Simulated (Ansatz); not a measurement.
## Single-point calculation, with input and output: Ti (part 1 of 2)

System: Ti (slab, 16 atoms in the cell).
Method: DFT PBE+D3(BJ), scalar-relativistic, plane waves, PAW, no spin polarisation (Ansatz 0.2.0).

The structure derives from an entry of the Crystallography Open Database. It belongs to a series of runs on one base structure; here: the slab at its places in the relaxed adsorbed structure. Figures and captions count atoms from 1; the log counts them from 0 in places.

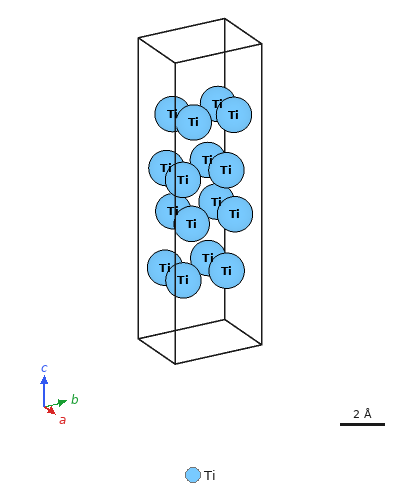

**Figure 1.** The structure as given in the input (spheres-only view of the cell of the calculation, with the vacuum cut short, seen slightly off an axis). An atom can appear more than once, as a periodic image.

### Summary

```tsv
quantity	value
outcome	converged
electrons treated	192
free energy	−39994.6240 eV
work function, top face	4.47 eV
work function, bottom face	4.52 eV
Fermi energy	2.531 eV
gap on the k-point mesh	none (metallic)
work function (upper face)	4.47 eV
largest force (length of the vector)	0.632 eV/Å
hardware	4 threads of AMD EPYC (Zen 5), 32 GiB of memory available, shared host
wall time	7.8 s (CPU time 30 s)
peak memory	2 GiB
```

### Input
```yaml
crystal:
  lattice:
    - [5.772929951, 0.0, 0.0]
    - [-2.8864649755, 4.9995039918, 0.0]
    - [0.0, 0.0, 24.861123473]
  atoms:
    - { symbol: Ti, position: [0.3333333333, 0.1666666667, 0.3217875495] }
    - { symbol: Ti, position: [0.3333333333, 0.6666666667, 0.3217875495] }
    - { symbol: Ti, position: [0.8333333333, 0.1666666667, 0.3217875495] }
    - { symbol: Ti, position: [0.8333333333, 0.6666666667, 0.3217875495] }
    - { symbol: Ti, position: [0.1666666667, 0.3333333333, 0.4137802207] }
    - { symbol: Ti, position: [0.1666666667, 0.8333333333, 0.4137802207] }
    - { symbol: Ti, position: [0.6666666667, 0.3333333333, 0.4137802207] }
    - { symbol: Ti, position: [0.6666666667, 0.8333333333, 0.4137802207] }
    - { symbol: Ti, position: [0.350845371, 0.1754345053, 0.5090844487] }
    - { symbol: Ti, position: [0.3284313781, 0.6642481195, 0.5056204728] }
    - { symbol: Ti, position: [0.8290070614, 0.163884453, 0.5101004029] }
    - { symbol: Ti, position: [0.8287819024, 0.6652044683, 0.5100795137] }
    - { symbol: Ti, position: [0.1712081056, 0.3229268551, 0.5965520771] }
    - { symbol: Ti, position: [0.1707250846, 0.8476644282, 0.5965002931] }
    - { symbol: Ti, position: [0.6923871488, 0.3461003382, 0.6046832123] }
    - { symbol: Ti, position: [0.6535567759, 0.8270792051, 0.599763245] }
basis:
  ecutwfc: 420
kpoints:
  mp_grid: { grid: [4, 4, 1] }
hamiltonian:
  xc: pbe
  dispersion: d3bj
scf:
  occupations: { method: gaussian, width: 0.1 }
output:
  forces: true
  eigenvalues: true
  write_density: true
  volumetric_format: npy
efield:
  axis: 3
  dipole_correction: true
  ramp_width: 0.04
```

Launched with:
```bash
ansatz run input.yaml --threads 4 --pin off --max-ram 10240MiB --backend cpu --events-out ev --progress --plain --runs-dir out
```

### What the program printed
```
Engine: ansatz 0.2.0, x86_64-unknown-linux-gnu
Pseudopotentials: kind: paw
Pseudopotential: Ti, paw, valence charge 12, recommended cutoff 420 eV (normal), Ti.paw.azcp
Functional definition: PBE
  parameter kappa = 0.804
  parameter beta = 0.06672455060314922
  exchange = pbe_x(kappa = kappa, mu = beta*pi^2/3)
  correlation = pbe_c(beta = beta)
Crystal: 16 atoms, lattice volume = 717.536 Å³
Basis set: ecut = 420 eV, 14027 PW (Γ), exchange–correlation on 80×80×360 points (8 copies of the dense FFT grid, shifted against one another)
Bands: 116, of which v1, the nominal top of the filled ones, is band 96 counted from 1 (95 counted from 0)
Symmetry: 1 space group operations
Space group: P1 (ITA 1), of the structure as read, at distance tolerance 9.0e-5 Å
k-points: 10 of 16 (time reversal used)
Non-local potential: Ti, projectors of the file, l = 0: 3, l = 1: 2, l = 2: 3, l = 3: 1
PAW form: soft (Blöchl's): semilocal exchange-correlation on the pseudo side does not see the compensation charge
PAW one-centre angular grid: Ti, 590 points (default); XC on 64 Gauss nodes
Initial density: superposition of atomic densities (neutral atoms: chi_scale 0, normalization atom), corrected by the library's trained network
Initial wavefunctions: pseudopotential atomic-orbital guess
Functional: x = pbe(κ = 0.804, μ = 0.2195149727645171), c = pbe(β = 0.06672455060314922)
SCF iter   1: F=—  HF=-39994.657335 eV  |F-HF|=—  |Δ(HF+E_count)|=         —  Δρ=6.90e-3  dr2=1.90e0  ethr=1.77e-3  p=0.008 e·Å  D=2.12e-3 V/Å  ΔV_dip=-0.05 eV  dr2_dipole=9.50e-2  V_vac-E_F(+/−)=4.16/4.21 eV  ⟨swp⟩=9.4  Hψ=5604  notcnv=0
efield: sawtooth ramp at fractional position 0.9432 (placed from the atoms, in the widest stretch of the axis that holds none; the zero of the levels goes with the place), width 0.0400; the density the first Hamiltonian is built on has a dipole p = 0.008 e·Å; the dipole correction subtracts the counter field D = 2.12e-3 V/Å, which shifts the + side's vacuum level by -0.05 eV against the − side's; the planar-averaged density in the ramp window peaks in size at 3.2e-5 e/Å³
preconditioner: auto → LDOS  [metal: Δε(μ)=0.040 eV  Ē_g=2.179 eV  σ=0.100 eV  W_gap=0.22  n_scr=112 (ndim 8)  ℏωp=11.1 eV  f_vac=0.553  D(μ)=27.26/eV (n_scr^D=230)  β→1.0]
SCF iter   2: F=—  HF=-39994.627271 eV  |F-HF|=—  |Δ(HF+E_count)|=   3.01e-2  Δρ=2.79e-3  dr2=2.14e-1  ethr=9.89e-4  p=0.005 e·Å  D=1.32e-3 V/Å  ΔV_dip=-0.03 eV  dr2_dipole=3.95e-3  V_vac-E_F(+/−)=4.44/4.47 eV  ⟨swp⟩=2.0  Hψ=1451  notcnv=0  defer=38
SCF iter   3: F=—  HF=-39994.623317 eV  |F-HF|=—  |Δ(HF+E_count)|=   3.95e-3  Δρ=6.23e-4  dr2=8.42e-3  ethr=1.11e-4  p=0.007 e·Å  D=1.74e-3 V/Å  ΔV_dip=-0.04 eV  dr2_dipole=1.82e-4  V_vac-E_F(+/−)=4.44/4.48 eV  ⟨swp⟩=2.1  Hψ=1424  notcnv=0  defer=38
SCF iter   4: F=—  HF=-39994.623763 eV  |F-HF|=—  |Δ(HF+E_count)|=   4.46e-4  Δρ=2.11e-4  dr2=5.96e-4  ethr=4.39e-6  p=0.007 e·Å  D=1.87e-3 V/Å  ΔV_dip=-0.05 eV  dr2_dipole=8.56e-6  V_vac-E_F(+/−)=4.46/4.51 eV  ⟨swp⟩=2.2  Hψ=1409  notcnv=0  defer=38
SCF iter   5: F=—  HF=-39994.623868 eV  |F-HF|=—  |Δ(HF+E_count)|=   1.05e-4  Δρ=1.04e-4  dr2=1.43e-4  ethr=3.10e-7  p=0.008 e·Å  D=1.98e-3 V/Å  ΔV_dip=-0.05 eV  dr2_dipole=4.97e-6  V_vac-E_F(+/−)=4.47/4.51 eV  ⟨swp⟩=2.3  Hψ=1489  notcnv=0  defer=38
SCF iter   6: F=—  HF=-39994.623891 eV  |F-HF|=—  |Δ(HF+E_count)|=   2.29e-5  Δρ=3.44e-5  dr2=1.55e-5  ethr=7.43e-8  p=0.008 e·Å  D=2.02e-3 V/Å  ΔV_dip=-0.05 eV  dr2_dipole=8.56e-8  V_vac-E_F(+/−)=4.47/4.52 eV  ⟨swp⟩=2.0  Hψ=1462  notcnv=0  defer=38
SCF iter   7: F=—  HF=-39994.623995 eV  |F-HF|=—  |Δ(HF+E_count)|=   1.04e-4  Δρ=1.27e-5  dr2=3.02e-6  ethr=8.07e-9  p=0.008 e·Å  D=2.04e-3 V/Å  ΔV_dip=-0.05 eV  dr2_dipole=2.69e-8  V_vac-E_F(+/−)=4.47/4.52 eV  ⟨swp⟩=2.1  Hψ=1495  notcnv=0  defer=8
SCF iter   8: F=—  HF=-39994.623995 eV  |F-HF|=—  |Δ(HF+E_count)|=   9.02e-7  Δρ=4.56e-6  dr2=3.06e-7  ethr=1.57e-9  p=0.008 e·Å  D=2.06e-3 V/Å  ΔV_dip=-0.05 eV  dr2_dipole=1.28e-9  V_vac-E_F(+/−)=4.47/4.52 eV  ⟨swp⟩=2.0  Hψ=1424  notcnv=0  defer=8
SCF iter   9: F=-39994.623996 eV  HF=-39994.623996 eV  |F-HF|=3.90e-8  |Δ(HF+E_count)|=   2.32e-7  Δρ=1.46e-6  dr2=2.39e-8  ethr=5.21e-11  p=0.008 e·Å  D=2.07e-3 V/Å  ΔV_dip=-0.05 eV  dr2_dipole=9.27e-12  V_vac-E_F(+/−)=4.47/4.52 eV  ⟨swp⟩=15.6  Hψ=4897  notcnv=0
SCF 1 converged in 9 iterations: F = -39994.623996 eV  dr2 = 2.39e-8
  greatest PAW one-centre occupation: 0.999 electrons in one spin orbital (limit 2), on the Ti atom at site 9 (counted from 0), in its partial waves of l = 0
```

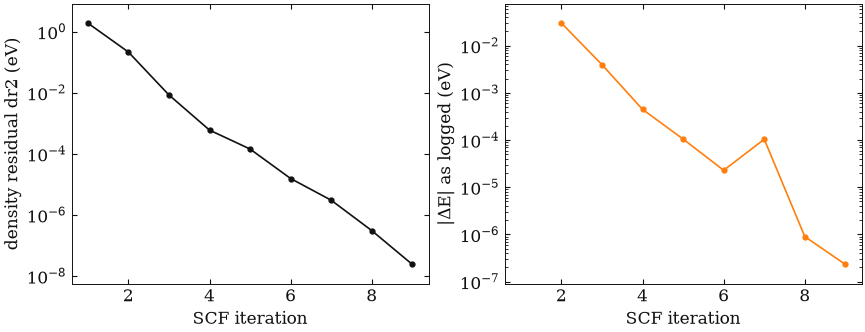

**Figure 2.** Convergence of the self-consistent field: density residual dr2 and size of the energy change against the SCF iteration. The residual falls at every step.

```
SCF converged after 9 iterations
Free energy (F): -39994.623996 eV
Harris-Foulkes:  -39994.623996 eV  (|F-HF|=3.90e-8)
Internal energy: -39994.481381 eV  (E = F + TS)
E sigma→0 (E₀):  -39994.552688 eV
Entropy (-TS):   -0.142615 eV (-8.913 meV/atom)
Fermi energy:    2.530509 eV
Dipole field:    D = 0.002064 V/Å  (p = 0.008184 e·Å, saw-weighted, corrected)
Work function:   Φ+ = 4.4696 eV   Φ− = 4.5209 eV
Levels:          The Fermi level and band energies are counted from a zero that moves with the ramp; work functions are not
--- Per-component energies (eV) ---
  E_band       = -4586.766215
  E_kinetic    = 4360.524029
  E_local      = -206816.005509  (includes V_loc(G=0)·N_el)
  E_nonlocal   = 138.063574
  E_hartree    = 101207.723079
  E_xc         = -1553.931047
  E_vxc        = -1943.462900  (∫ρ·V_xc dr)
  E_paw        = -16765.674452  (= ΣΔE_a)
  E_vpaw       = -2741.382258  (= ΣTr[D̂ρ^β])
  E_aug_tail   = 0.001872  (compensation charges beyond the density's cutoff)
  E_efield     = 0.000008  (sawtooth field / dipole correction)
  E_vefield    = 0.022868  (∫n·V_field dr)
  E_ewald      = 79442.254763
  E_disp       = -7.437700  (pairwise vdW)
  E_smearing   = -0.142615  (= −TS)
  E_closure    = -0.000000  (closes the sum)
  Σ components = -39994.623996   (vs F -39994.623996, Δ=0.00e0)
--- Forces (eV/Å), atoms counted from 1 ---
  atom   1  Ti     0.00755867     0.00506308     0.47952813
  atom   2  Ti     0.01579107     0.00875617     0.43777422
  atom   3  Ti    -0.01615457     0.00110443     0.47547689
  atom   4  Ti    -0.00761107    -0.01469292     0.47541123
  atom   5  Ti    -0.00757078    -0.10240197    -0.57331542
  atom   6  Ti    -0.09306511     0.04347238    -0.57453101
  atom   7  Ti     0.09641514     0.05535499    -0.31388629
  atom   8  Ti    -0.00145236     0.00030683    -0.49581094
  atom   9  Ti    -0.06249559    -0.04024960     0.20305647
  atom  10  Ti    -0.00728532    -0.00503958     0.63185797
  atom  11  Ti     0.11794463    -0.03551150     0.20032754
  atom  12  Ti     0.02541742     0.11931593     0.20346878
  atom  13  Ti    -0.10224330     0.29278163    -0.17697880
  atom  14  Ti     0.20511566    -0.22354112    -0.17509548
  atom  15  Ti    -0.25243156    -0.14372149    -0.46182773
  atom  16  Ti     0.08207171     0.03900561    -0.33541819
  max |Σ_I F_I| component: 3.74e-5 eV/Å
--- Band table (eV; the first three rows and the last of 10) ---
  k-point 0: bands = ["-54.3287", "-54.3056", "-54.2371", "-54.2128", "-54.2093", "-54.2088", "-54.1711", "-54.1332", "-54.0874", "-54.0195", "-53.9900", "-53.9873", "-53.9858", "-53.9635", "-53.9575", "-53.9397", "-30.8198", "-30.8173", "-30.8116", "-30.8011", "-30.7965", "-30.7926", "-30.7720", "-30.7492", "-30.7293", "-30.7287", "-30.7263", "-30.6773", "-30.6628", "-30.6591", "-30.4963", "-30.4833", "-30.4797", "-30.4748", "-30.4487", "-30.4156", "-30.3765", "-30.3681", "-30.3657", "-30.3598", "-30.3571", "-30.3555", "-30.3327", "-30.2603", "-30.2389", "-30.2324", "-30.2240", "-30.2239", "-30.2225", "-30.1996", "-30.1774", "-30.1645", "-30.1626", "-30.1600", "-30.1572", "-30.1441", "-30.1000", "-30.0931", "-30.0846", "-30.0677", "-30.0315", "-30.0304", "-29.9818", "-29.9770", "-3.3023", "-2.3310", "-1.1413", "-0.3632", "-0.0426", "-0.0046", "0.0031", "0.0777", "0.0930", "0.1256", "0.3222", "0.3486", "0.3634", "0.4844", "0.4976", "0.5185", "1.0435", "1.0475", "1.0561", "1.3969", "1.4057", "1.4445", "1.7574", "1.7601", "1.7613", "2.2976", "2.4894", "2.5981", "2.6009", "2.6083", "2.9426", "3.0167", "3.0662", "3.0691", "3.1078", "3.2566", "3.2833", "3.2992", "3.3108", "3.3345", "3.3410", "3.3572", "3.4161", "3.4230", "3.4285", "3.6185", "3.6411", "3.6492", "3.6890", "3.6977", "3.8150", "3.8157"]
```
